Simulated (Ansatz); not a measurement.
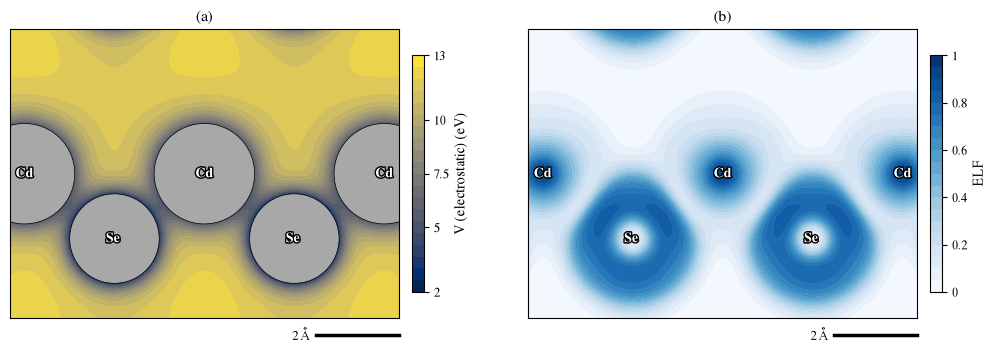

Figure 1: CdSe. (a) electrostatic potential energy of an electron; (b) electron localisation function on the (100) plane of the conventional cell. Grey discs cover the atomic cores in the potential map.

Space group I-4m2; a structure from a database of computed crystals, not necessarily the ambient phase; changed on purpose from its base cell (zz strain of +2 %, PAW files); computed pressure about −4 GPa in this cell.

Theory: DFT, LDA, PAW with Ansatz's default frozen-core files, scalar-relativistic (Ansatz).

Core electrons are frozen (PAW), and the valence fields are smoothed inside the atomic spheres.

What do the fields say about this system?

The plane passes through Cd and Se nuclei. Cd–Se (2.68 Å): the ELF is about 0.40 at the midpoint and 0.15 at its lowest between the atoms. The features right at Cd lie inside the PAW spheres, where the map follows smoothed inner orbitals and isn't to be read closely. Outside the cores the potential energy rises away from the atoms and is highest about 2.7 Å from the nearest atoms; its zero is arbitrary.
